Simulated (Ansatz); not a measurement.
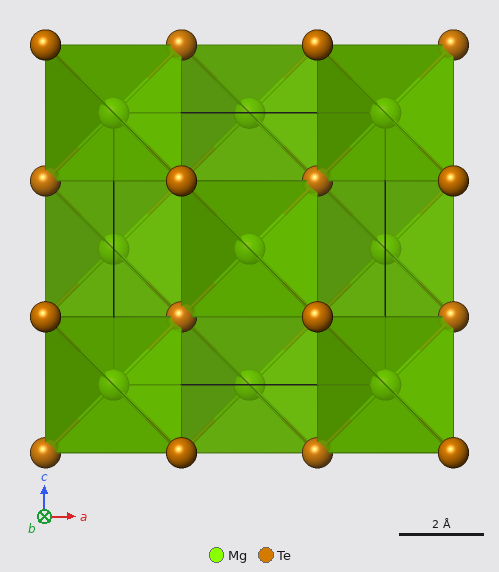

Starting structure of solid MgTe (built on the database structure type). Style: polyhedral. Shown: the conventional cell (4 times the calculation's cell), along the b axis. Lengths and directions refer to the drawn axes.

Theory: DFT, r2SCAN, plane waves, PAW (Ansatz).

The input:
```yaml
crystal:
  lattice:
    - [0.0, 3.2548625983, 3.2548625983]
    - [3.2548625983, 0.0, 3.2548625983]
    - [3.2548625983, 3.2548625983, 0.0]
  atoms:
    - { symbol: Mg, position: [0.0, 0.0, 0.0] }
    - { symbol: Te, position: [0.75, 0.75, 0.75] }
kpoints:
  mp_grid: { grid: [6, 6, 6] }
hamiltonian:
  xc: r2scan
scf:
  occupations: { method: fermi_dirac, width: 0.02 }
relax:
  f_tol: 0.005
  cell: {}
```

Launched with:
```bash
ansatz run input.yaml --threads 2 --pin off --max-ram 2211MiB --backend cpu --events-out ev --progress --plain --runs-dir out
```

### Predict the outcome.

After 2 accepted moves (3 points after the start) the energy has fallen by 1.6 meV per atom. All forces vanish by symmetry, so only the cell relaxes. The pressure goes from −0.73 to −0.01 GPa. At 1 point the geometry stayed and the basis and grid were re-selected for the new cell (energy shift of 0.1 meV per atom at most each time). No atom moves by more than 0.005 Å relative to the cell. The drawn cell changes as follows: a = b = c 6.510 → 6.466 Å (−0.7 %); the volume changes by −2.0 %. Among the contacts that change: Mg1–Te2 2.819 → 2.800 Å. The space group stays F-43m (No. 216).

Step by step:

```csv
step,"E − E(0), meV/atom","pressure, GPa","volume, Å³/atom",note
0,0.00,-0.73,34.482,
1,-1.56,0.22,33.593,
2,-1.67,-0.01,33.796,
3,-1.60,-0.01,33.796,"same geometry, new basis"
```
